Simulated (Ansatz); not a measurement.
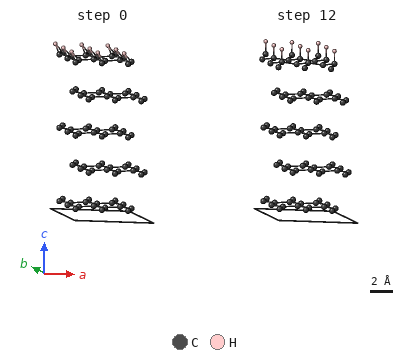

The structure of a slab of composition HC$_{10}$ (cut from the Fmmm phase) before (left) and after (right) a constrained relaxation, at one scale.

The picture is a ball-and-stick view of the 3 × 3 repeat of the cell, outlined in the plane, without the vacuum, seen slightly off an axis.

Case: H put at a bridge C-C site. The slab is the (0 0 1) face of C with H on it. 4 atoms are held fixed.

Level of theory: DFT PBE+D3(BJ), scalar-relativistic, plane waves, PAW in Ansatz. Set-up: plane-wave cutoff 420 eV; k-point mesh 12 × 12 × 1; occupations gaussian; smearing width 0.1 eV; no spin polarisation; dipole correction; atoms relaxed in a fixed cell; force threshold 0.03 eV/Å; at most 70 steps.

> What changed between the two?

The energy falls by 1.758 eV per cell of the calculation in 10 accepted moves (12 points after the start). The largest force component goes from 5.3 to 0.0075 eV/Å. 2 steps only repeated the SCF at the same geometry. The forces were under the threshold at step 7, but the run went on from there. The atom that moves furthest is the H atom (0.74 Å at 78° to the normal (+c side)). Largest moves by element: H 0.74 Å, C 0.58 Å. The cell doesn't change. Among the contacts that change: C–H 1.469 → 2.026 Å, C–H 1.071 → 1.174 Å, C–C 1.423 → 1.448 Å. Among the angles between lasting bonds that change: C–C–H 131.7° → 100.5°, C–C–H 70.6° → 100.7°, C–C–C 120.0° → 116.7°. The run may lie on a higher electronic state than the lowest, so the end point isn't shown to be the ground-state structure.

Limits of the set-up: the periodic images lie only 2.5 Å apart, so the values are limited by the cell's size.
